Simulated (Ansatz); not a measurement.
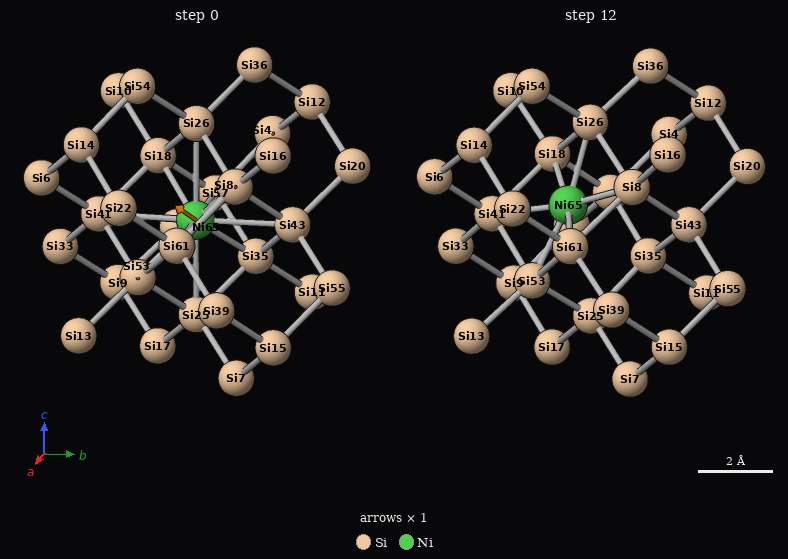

The structure of a defect cell of composition Si$_{64}$Ni (cell charge +1) before (left) and after (right) a relaxation, at one scale. The orange arrows give the displacements, at their true length.

A ball-and-stick model of the atoms within 5.0 Å of the atom that moves most (axes of the cell of the calculation (origin shifted)), seen slightly off an axis.

Method: DFT, PBEsol, PAW, plane waves in Ansatz 0.2.0. Settings: plane-wave cutoff 420 eV; k-point mesh 1 × 1 × 1; mesh shifted by (0.25, 0.25, 0.25); collinear spin; atoms relaxed in a fixed cell; force threshold 0.03 eV/Å; at most 80 steps.

Question: What changed between the two?

Answer: The Ni atom moves most: 0.87 Å along [1 −1 1]. By element the largest moves are Ni 0.87 Å, Si 0.09 Å. The cell stays as it was. Near-neighbour distances that change, for instance: Ni–Si 2.407 → 3.228 Å, Ni–Si 2.691 → 3.348 Å, Ni–Si 2.810 → 3.354 Å, Ni–Si 2.729 → 2.352 Å. Bonds break, among them: Ni–Si (2.41 → 3.23 Å). Among the angles between lasting bonds that change: Si–Ni–Si 125.7° → 166.7°, Si–Ni–Si 127.1° → 166.9°, Si–Si–Ni 179.5° → 154.3°. The energy falls by 0.660 eV per cell of the calculation in 12 geometry steps. The largest force component goes from 0.85 to 0.029 eV/Å. Cost: 14 s on 1 × NVIDIA GB200 with 8 threads of Arm Neoverse-V2, peak memory 1.9 GiB.

Limits of the set-up: the cell is charged, on a uniform background, and energies carry no finite-size correction.
